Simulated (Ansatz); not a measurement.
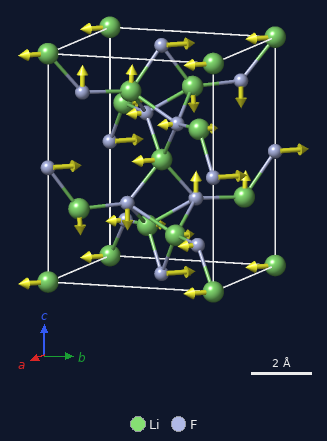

One vibrational mode of solid LiF (a generated structure) at the zone centre. The yellow arrows give the relative displacements of the atoms. Style: ball-and-stick. Shown: the conventional cell (2 times the calculation's cell), slightly off an axis. Lengths and directions refer to the drawn axes.

These are results of Ansatz, DFT PBE, scalar-relativistic, plane waves, PAW, not measurements. Set-up: plane-wave cutoff 420 eV; k-point mesh 6 × 6 × 6; occupations fixed; no spin polarisation.

Frequencies are those without the non-analytic (LO–TO) term.

### What mode is this, and where does it lie in the spectrum?

This is the E mode (doubly degenerate; one member of the set is drawn) at 2.58 THz, the lowest optical level, infrared- and Raman-active by symmetry. It mainly bends the F–Li bonds; the kinetic energy is shared as F 81 %, Li 19 %.
